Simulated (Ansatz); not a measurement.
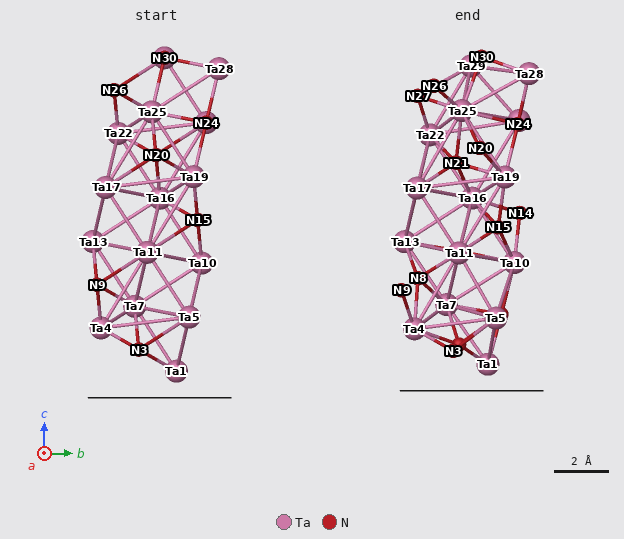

The structure of a slab of composition TaN (cut from the P6/mmm phase) before (left) and after (right) a relaxation, at one scale.

A ball-and-stick model of the cell of the calculation, outlined in the plane, without the vacuum, seen along the a axis.

Case: (1 0 1) slab, atoms relaxed. The slab is the (1 0 1) face of TaN.

All numbers below come from DFT PBEsol, scalar-relativistic, plane waves, PAW (Ansatz). Set-up: plane-wave cutoff 420 eV; k-point mesh 8 × 7 × 1; occupations gaussian; smearing width 0.1 eV; no spin polarisation; dipole correction; atoms relaxed in a fixed cell; force threshold 0.02 eV/Å; at most 60 steps.

What changed between the two?

The run was cut off at its time limit before the relaxation converged, so the last structure is only a point on the way. An N atom moves most relative to the layer's centre: 0.64 Å at 64° to the normal (−c side). By element the largest moves are N 0.64 Å, Ta 0.45 Å. The lattice vectors keep their values. Near-neighbour distances that change, for instance: N–Ta 2.603 → 3.400 Å, N–Ta 2.603 → 3.309 Å, N–Ta 2.603 → 1.920 Å, N–Ta 2.603 → 3.238 Å. Bond angles that change, for instance: Ta–N–Ta 180.0° → 146.1°, Ta–N–Ta 180.0° → 146.7°, Ta–N–Ta 180.0° → 148.3°. The energy falls by 13.076 eV per cell of the calculation in 11 geometry steps. The largest force component goes from 4.7 to 1.4 eV/Å.
